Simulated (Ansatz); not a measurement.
Input file:

```
crystal:
  lattice:
    - [0.0, 2.8598503718, 2.8598503718]
    - [2.8598503718, 0.0, 2.8598503718]
    - [5.7197007436, 5.7197007436, 0.0]
  atoms:
    - { symbol: Ti, position: [1.0, 0.0, 0.0], spin: 1.0 }
    - { symbol: Si, position: [0.25, 0.25, 0.125] }
    - { symbol: Ti, position: [1.0, 0.0, 0.5], spin: -1.0 }
    - { symbol: Si, position: [0.25, 0.25, 0.625] }
basis:
  ecutwfc: 420
kpoints:
  mp_grid: { grid: [12, 12, 6] }
hamiltonian:
  xc: pbesol
scf:
  occupations: { method: gaussian, width: 0.1 }
  lower_state_search: "off"
output:
  forces: true
  stress: true
  eigenvalues: true
  populations: true
  write_density: true
  write_potential: true
  elf: true
  volumetric_format: npy
magnetization:
  spin_polarized: true
```

Launched as:

```sh
ansatz run input.yaml --threads 1 --pin off --max-ram 2560MiB --backend cpu --events-out ev --progress --plain --runs-dir out
```

Space group F-43m; started from the zinc blende prototype, which need not be the ambient phase; the program warned that a starting moment wasn't kept; spin-polarised, but the moments vanished.

These are results of Ansatz, DFT PBEsol, scalar-relativistic, plane waves, PAW, not measurements.

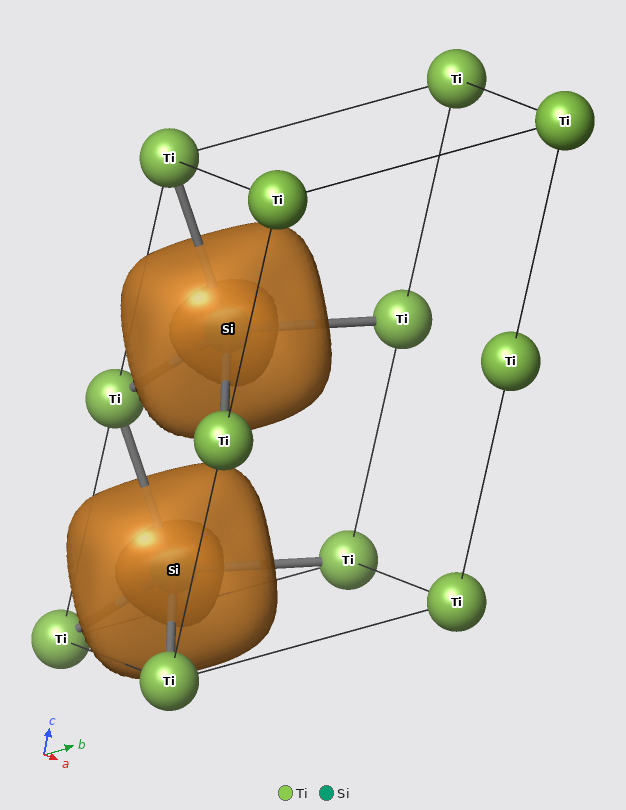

TiSi. Isosurface of the electron localisation function at 0.65 (orange), seen slightly off an axis. Only the valence region is drawn (cores and ρ < 0.01 e/Å³ removed). Sticks mark near contacts.

Core electrons are frozen (PAW), and the valence fields are smoothed inside the atomic spheres.

Question: Describe the localisation domains.

Answer: The ELF exceeds this value in two regions wrapped around Si (the valence shell of each), counted in one cell of 4 atoms. Regions shared between cells count once. Along the contacts the grid gives the following. Ti–Si (2.48 Å): the ELF peaks at about 0.85 in the valence shell of Si, 0.9 Å from its nucleus, and is about 0.60 at the midpoint.
